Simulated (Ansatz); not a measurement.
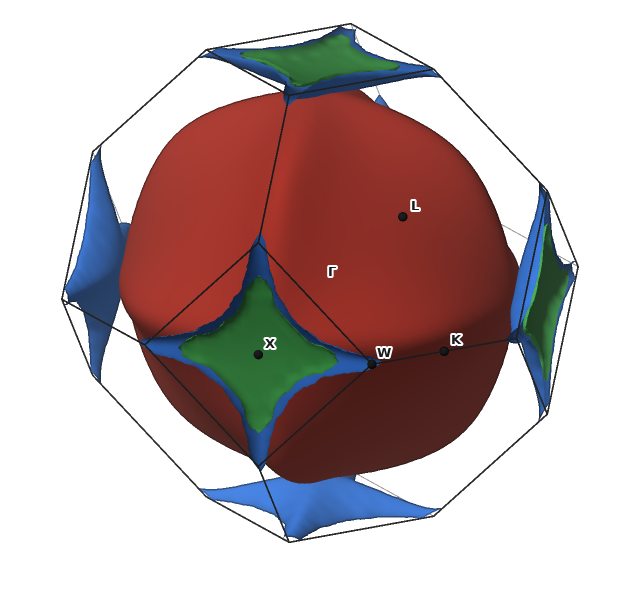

A computed Fermi surface in the first Brillouin zone. Each colour is one band. The brighter face of a sheet looks towards empty states.

### Which lattice has this zone with these labels?

Face-centred cubic.

### What do the sheets look like?

The red sheet: one hole pocket centred at Γ (55 % of the zone).
The blue sheet: an open electron network that joins neighbouring zones in all directions (3.5 % of the zone).
The green sheet: three electron pockets centred at X (each 0.40 % of the zone), only 40 meV deep.
A pocket cut by a face of the zone is counted once with the part on the opposite face.
The shape of the surface of the blue sheet and the green sheet changes its kind within 0.04 eV of this level, so small parts may appear, vanish, join or separate.

The surface was computed for AlNi$_{3}$ (Fm-3m); other compounds with the same structure and electron count can look alike.

Level of theory: DFT PBEsol, spin-orbit coupling, plane waves, PAW; levels and slopes on a dense k mesh at the converged density (Ansatz). Non-magnetic. With an inversion centre and no moment every band is doubly degenerate; a pair is shown and named once. The levels come from a k mesh of 28×28×28 points. Unrelaxed database geometry. The cell comes from a database of computed structures, not from a measurement.

Necks and pockets thinner than about two mesh steps aren't resolved, so separate pockets may in truth be joined.
